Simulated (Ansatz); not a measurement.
# Geometry relaxation of Mg$_{3}$S$_{2}$ (part 2 of 2)

Mg$_{3}$S$_{2}$ (P-3m1, 5 atoms in the cell); DFT PBE, scalar-relativistic, plane waves, PAW, no spin polarisation (Ansatz 0.2.0); cutoff 420 eV, 12×12×4 k-mesh, Gaussian smearing of 0.1 eV. The structure was built on a prototype by a generator; it need not be a known phase. It belongs to a series of runs on one base structure; here: anti-A-type sesquioxide type (P-3m1, No. 164).

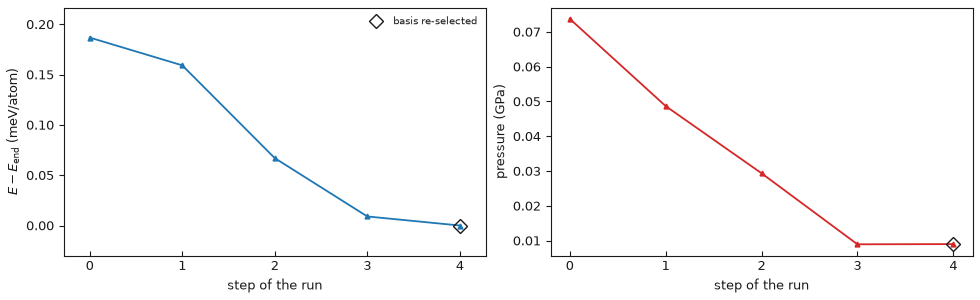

Progress of the relaxation, step by step (the first geometry is step 0 here and step 1 in the log).

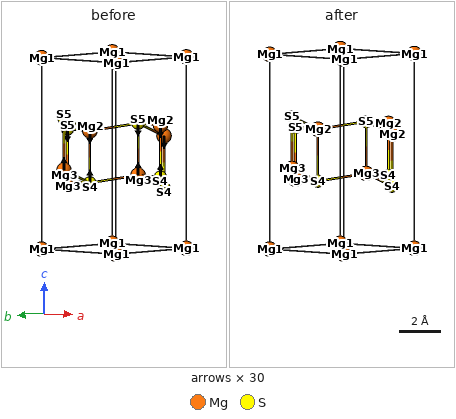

Before (left) and after (right) the relaxation, at one scale (ball-and-stick view of the cell of the calculation, with bonded neighbours outside it, seen at an oblique angle). The black arrows give the displacements (without the part carried along by the change of the cell), magnified 30 times. The largest moves relative to the cell, 0.022 Å, are those of Mg2, Mg3, S4 and S5. Largest moves by element: S 0.022 Å, Mg 0.022 Å. Cell: a = b 4.148 → 4.147 Å (0.0 %), c 9.575 → 9.743 Å (+1.8 %). Volume +1.7 %. The space group stays P-3m1 (No. 164). After 3 geometry steps the energy has fallen by 0.2 meV per atom. The largest force component goes from 0.0036 to 0.0035 eV/Å. Pressure: 0.07 GPa at the start and 0.01 GPa at the end. A last SCF at the same geometry on a re-selected plane-wave basis shifts the energy by next to nothing (0.0 meV per atom). (Atoms are counted from 1 in the order of the input.)

```
basis re-selected at this cell: Δ(F+E_penalty+E_count) = -4.431e-5 eV, ΔP = +0.000 GPa vs the last step (what re-selecting the basis moved, of the pressure what is left beyond the Pulay correction that the steps carried, after the strain that the cell walked since its last selection, with what the two solves' SCF thresholds leave and, on support functions, any second-order correction that the steps lacked; it is no measure of the basis error at this ecutwfc). The dense FFT grid was sized anew with the basis: this SCF ran on 30×30×72 points, the steps before it on 30×30×64, so part of this shift can come from that change (see relax.cell in the input reference). This SCF's stress stands 1.67e-2 GPa from its target on what of the cell is left free (relax.cell.stress_tol is 5.00e-2 GPa) and its largest allowed force component is 3.47e-3 eV/Å (relax.f_tol is 1.00e-2 eV/Å): within both
SCF converged after 7 iterations
Free energy (F): -7579.744816 eV
Harris-Foulkes:  -7579.744816 eV  (|F-HF|=1.18e-11)
Internal energy: -7579.744221 eV  (E = F + TS)
E sigma→0 (E₀):  -7579.744518 eV
Entropy (-TS):   -0.000594 eV (-0.119 meV/atom)
Fermi energy:    4.191638 eV
--- Per-component energies (eV) ---
  E_band       = -1182.249929
  E_kinetic    = 439.976686
  E_local      = -6440.776202  (includes V_loc(G=0)·N_el)
  E_nonlocal   = 344.512567
  E_hartree    = 2428.297981
  E_xc         = -280.136877
  E_vxc        = -285.582869  (∫ρ·V_xc dr)
  E_paw        = -2079.377525  (= ΣΔE_a)
  E_vpaw       = -96.976195  (= ΣTr[D̂ρ^β])
  E_aug_tail   = -0.000009  (compensation charges beyond the density's cutoff)
  E_ewald      = -1992.240842
  E_smearing   = -0.000594  (= −TS)
  E_closure    = -0.000000  (closes the sum)
  Σ components = -7579.744816   (vs F -7579.744816, Δ=0.00e0)
--- Forces (eV/Å), atoms counted from 1 ---
  atom   1  Mg     0.00000000     0.00000000     0.00000000
  atom   2  Mg     0.00000000     0.00000000    -0.00272365
  atom   3  Mg     0.00000000    -0.00000000     0.00272365
  atom   4  S      0.00000000     0.00000000    -0.00347206
  atom   5  S     -0.00000000    -0.00000000     0.00347206
  max |Σ_I F_I| component: 1.85e-17 eV/Å
--- Stress (GPa, compression-positive) ---
        0.016672       0.000000       0.000000
       -0.000000       0.016672      -0.000000
        0.000000      -0.000000      -0.006331
  P = ⅓ Tr σ = 0.0090 GPa (0.090 kbar)
--- Band table (eV; the first three rows and the last of 69) ---
  k-point 0: bands = ["-72.8187", "-72.8177", "-72.4618", "-39.5964", "-39.5883", "-39.5662", "-39.5662", "-39.5621", "-39.5621", "-39.2425", "-39.2163", "-39.2163", "-10.1182", "-9.4748", "-1.3037", "0.3383", "0.3383", "0.6803", "0.7731", "0.7731", "1.3318", "5.3352", "5.3842", "6.4519", "8.1309", "8.1309"]
  k-point 1: bands = ["-72.8187", "-72.8177", "-72.4618", "-39.5964", "-39.5883", "-39.5662", "-39.5662", "-39.5621", "-39.5621", "-39.2425", "-39.2163", "-39.2163", "-10.1179", "-9.4753", "-1.2557", "0.3384", "0.3384", "0.3520", "0.7730", "0.7730", "1.7545", "4.6098", "5.7833", "6.7989", "8.1343", "8.1343"]
  k-point 2: bands = ["-72.8187", "-72.8177", "-72.4618", "-39.5964", "-39.5883", "-39.5662", "-39.5662", "-39.5621", "-39.5621", "-39.2425", "-39.2163", "-39.2163", "-10.1175", "-9.4758", "-1.2003", "0.1339", "0.3386", "0.3386", "0.7728", "0.7728", "2.0997", "4.1944", "5.8521", "7.1659", "8.1380", "8.1380"]
  k-point 68: bands = ["-72.8182", "-72.8182", "-72.4618", "-39.5928", "-39.5928", "-39.5678", "-39.5647", "-39.5647", "-39.5620", "-39.2424", "-39.2168", "-39.2168", "-9.3634", "-9.3634", "-1.4517", "-1.4517", "-1.3164", "-0.3498", "0.6360", "0.6360", "4.1574", "5.1637", "5.1637", "6.3059", "7.4606", "8.0637"]
--- Relaxed structure (4 steps of the walk, 4 accepted, 1 SCFs on fresh bases) ---
  F+E_penalty+E_count = -7579.74481564 eV   max|allowed force component| = 3.472e-3 eV/Å   (the final SCF, on the basis selected at the relaxed cell)
  cell:  # Å, volume = 145.0942 Å³
    - [4.146770162887093, 0.0, 0.0]
    - [-2.0733850814435466, 3.591208304715557, 5.6494483551189235e-33]
    - [0.0, 1.5055880104965467e-32, 9.743154718697395]
  atoms:
    - { symbol: Mg, position: [-7.068883744090589e-34, -2.926064373074833e-34, -7.247253940924395e-20] }
    - { symbol: Mg, position: [0.33333333333333337, 0.6666666666666667, 0.6141693047044638] }
    - { symbol: Mg, position: [0.6666666666666667, 0.33333333333333337, 0.3858306952955362] }
    - { symbol: S, position: [0.33333333333333337, 0.6666666666666667, 0.34736543032731493] }
    - { symbol: S, position: [0.6666666666666667, 0.33333333333333337, 0.6526345696726848] }
```

**Trajectory as extended XYZ (Å, eV, eV/Å), 5 frames, from step=1 to step=5**
```
5
Lattice="4.1485 0.0000 0.0000 -2.0742 3.5927 0.0000 0.0000 0.0000 9.5745" Properties=species:S:1:pos:R:3:forces:R:3 step=1 energy=-7579.74388 pressure_GPa=0.07
Mg    0.0000    0.0000    0.0000    0.0000   0.0000   0.0000
Mg    0.0000    2.3951    5.9023    0.0000   0.0000  -0.0036
Mg    2.0742    1.1976    3.6722    0.0000   0.0000   0.0036
S     0.0000    2.3951    3.3038    0.0000   0.0000  -0.0026
S     2.0742    1.1976    6.2707    0.0000   0.0000   0.0026
5
Lattice="4.1489 0.0000 0.0000 -2.0745 3.5931 0.0000 0.0000 0.0000 9.5859" Properties=species:S:1:pos:R:3:forces:R:3 step=2 energy=-7579.74402 pressure_GPa=0.05
Mg    0.0000    0.0000    0.0000    0.0000   0.0000   0.0000
Mg    0.0000    2.3954    5.9081    0.0000   0.0000  -0.0050
Mg    2.0745    1.1977    3.6778    0.0000   0.0000   0.0050
S     0.0000    2.3954    3.3085    0.0000   0.0000   0.0023
S     2.0745    1.1977    6.2773    0.0000   0.0000  -0.0023
5
Lattice="4.1489 0.0000 0.0000 -2.0745 3.5931 0.0000 0.0000 0.0000 9.7525" Properties=species:S:1:pos:R:3:forces:R:3 step=3 energy=-7579.74448 pressure_GPa=0.03
Mg    0.0000    0.0000    0.0000    0.0000   0.0000   0.0000
Mg    0.0000    2.3954    5.9815    0.0000   0.0000   0.0260
Mg    2.0745    1.1977    3.7710    0.0000   0.0000  -0.0260
S     0.0000    2.3954    3.3927    0.0000   0.0000  -0.0257
S     2.0745    1.1977    6.3597    0.0000   0.0000   0.0257
5
Lattice="4.1468 0.0000 0.0000 -2.0734 3.5912 0.0000 0.0000 0.0000 9.7432" Properties=species:S:1:pos:R:3:forces:R:3 step=4 energy=-7579.74477 pressure_GPa=0.01
Mg    0.0000    0.0000    0.0000    0.0000   0.0000   0.0000
Mg    0.0000    2.3941    5.9839    0.0000   0.0000  -0.0027
Mg    2.0734    1.1971    3.7592    0.0000   0.0000   0.0027
S     0.0000    2.3941    3.3844    0.0000   0.0000  -0.0035
S     2.0734    1.1971    6.3587    0.0000   0.0000   0.0035
5
Lattice="4.1468 0.0000 0.0000 -2.0734 3.5912 0.0000 0.0000 0.0000 9.7432" Properties=species:S:1:pos:R:3:forces:R:3 step=5 energy=-7579.74482 pressure_GPa=0.01
Mg    0.0000    0.0000    0.0000    0.0000   0.0000   0.0000
Mg    0.0000    2.3941    5.9839    0.0000   0.0000  -0.0027
Mg    2.0734    1.1971    3.7592    0.0000   0.0000   0.0027
S     0.0000    2.3941    3.3844    0.0000   0.0000  -0.0035
S     2.0734    1.1971    6.3587    0.0000   0.0000   0.0035
```

This output came from the following input.

**Input**
```yaml
crystal:
  lattice:
    - [4.1484516384, 0.0, 0.0]
    - [-2.0742258192, 3.5926645052, 0.0]
    - [0.0, 0.0, 9.5745146513]
  atoms:
    - { symbol: Mg, position: [0.0, 0.0, 0.0] }
    - { symbol: Mg, position: [0.3333333333, 0.6666666667, 0.616458417] }
    - { symbol: Mg, position: [0.6666666667, 0.3333333333, 0.383541583] }
    - { symbol: S, position: [0.3333333333, 0.6666666667, 0.3450653312] }
    - { symbol: S, position: [0.6666666667, 0.3333333333, 0.6549346688] }
basis:
  ecutwfc: 420
kpoints:
  mp_grid: { grid: [12, 12, 4] }
hamiltonian:
  xc: pbe
scf:
  occupations: { method: gaussian, width: 0.1 }
output:
  forces: true
  stress: true
  eigenvalues: true
relax:
  adjacent_minimum: "off"
  f_tol: 0.01
  max_steps: 80
  cell: { stress_tol: 0.05 }
```

Run as:
```bash
ansatz run input.yaml --threads 1 --pin off --max-ram 2560MiB --backend cpu --events-out ev --progress --plain --runs-dir out
```

**Key numbers**

```tsv
quantity	value
outcome	converged
space group (tolerance 0.01 Å)	P-3m1 (164)
electrons treated	42
free energy	−7579.7448 eV
Fermi energy	4.192 eV
gap on the k-point mesh	0.04 eV
pressure	0.01 GPa
final volume	145.09 Å³
largest force (length of the vector) at the end	0.003 eV/Å
final cell	a = 4.147 Å, b = 4.147 Å, c = 9.743 Å, α = 90.00°, β = 90.00°, γ = 120.00°
hardware	1 thread of Intel Xeon @ 2.50GHz (Skylake/Cascade Lake), 192 GiB of memory available, shared host
wall time	76 s
peak memory	0.56 GiB
```
